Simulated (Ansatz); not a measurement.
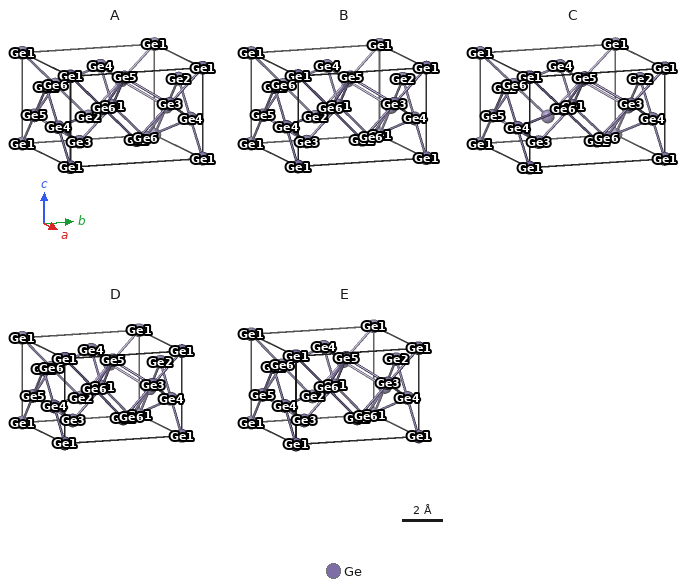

5 geometries from one relaxation of solid Ge (a generated structure, set up in I4_1/amd) (coarse preliminary run), in shuffled order. The picture is a ball-and-stick view of the conventional cell (2 times the calculation's cell), seen slightly off an axis. Lengths and directions refer to the drawn axes.

Theory: DFT PBE, scalar-relativistic, plane waves, PAW (Ansatz 0.2.0). Set-up: plane-wave cutoff 420 eV; k-point mesh 6 × 6 × 6; occupations gaussian; smearing width 0.1 eV; no spin polarisation; cell and atoms relaxed; force threshold 0.04 eV/Å; at most 70 steps.

### Order the frames from highest to lowest energy.

D, E, B, A, C. They are steps 0, 1, 2, 3, 8, at +677 meV per atom, +232 meV per atom, +56.2 meV per atom, +24.7 meV per atom relative to the last. Over 6 accepted moves (8 points after the start) the energy falls by 677 meV per atom. All forces vanish by symmetry, so only the cell relaxes. Pressure: 47.73 GPa at the start and 0.10 GPa at the end. At 2 points the geometry stayed and the basis and grid were re-selected for the new cell (energy shift of 19.3 meV per atom at most each time). No atom moves by more than 0.005 Å relative to the cell. The volume changes by +42.9 %, with a = b 6.365 → 7.361 Å (+15.6 %), c 4.407 → 4.710 Å (+6.9 %). Among the contacts that change: Ge3–Ge4 2.506 → 2.856 Å, Ge1–Ge3 2.294 → 2.551 Å. Among the angles between lasting bonds that change: Ge3–Ge2–Ge6 87.8° → 92.3°, Ge1–Ge5–Ge3 82.9° → 79.7°, Ge1–Ge5–Ge3 97.1° → 100.3°. The space group stays I4_1/amd (No. 141).
